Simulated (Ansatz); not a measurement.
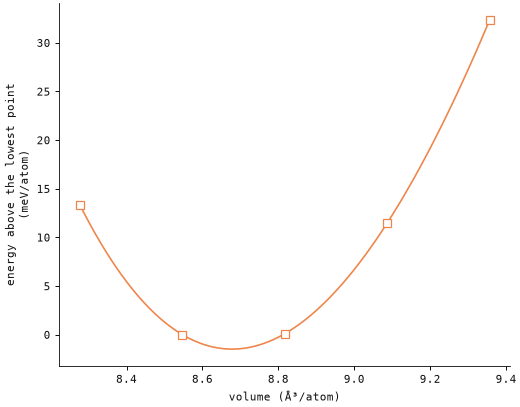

The picture above shows the energy above the lowest point against volume for NiO, space group Fm-3m (No. 225) (one of a set of cubic test structures, which need not be the stable phase).

Computed with Ansatz 0.2.0 development build: equation of state of a cubic crystal from periodic Kohn-Sham density functional theory without spin, third-order Birch-Murnaghan fit to the free energies; pressure corrected for the finite basis. Level: r2SCAN.

- structure type: rock salt
- atoms in cell: 2
- space group number: 225
- lattice centring: face-centred primitive
- k mesh: 14×14×14
- occupation method: Fermi–Dirac
- occupation width: 0.1 eV
- wave cutoff: 1050 eV
- datasets: hand-made PAW
- density tolerance: 1e−09 eV
- bands: 16
- density cutoff ratio: 5
- search for lower states: default
- xc grid level: 2

From this curve and the settings, what does the calculation give for the pressure at the same points?

The pressure falls from 12.4 GPa at volume 8.2770 Å³/atom to −14.9 GPa at 9.3566 Å³/atom, and changes sign near 8.68 Å³/atom.

| volume (Å³/atom) | pressure (GPa) |
| --- | --- |
| 8.2770 | 12.4 |
| 8.5469 | 3.7 |
| 8.8168 | −3.6 |
| 9.0867 | −9.7 |
| 9.3566 | −14.9 |

Keep in mind: known magnet treated without spin, far from its ground state.
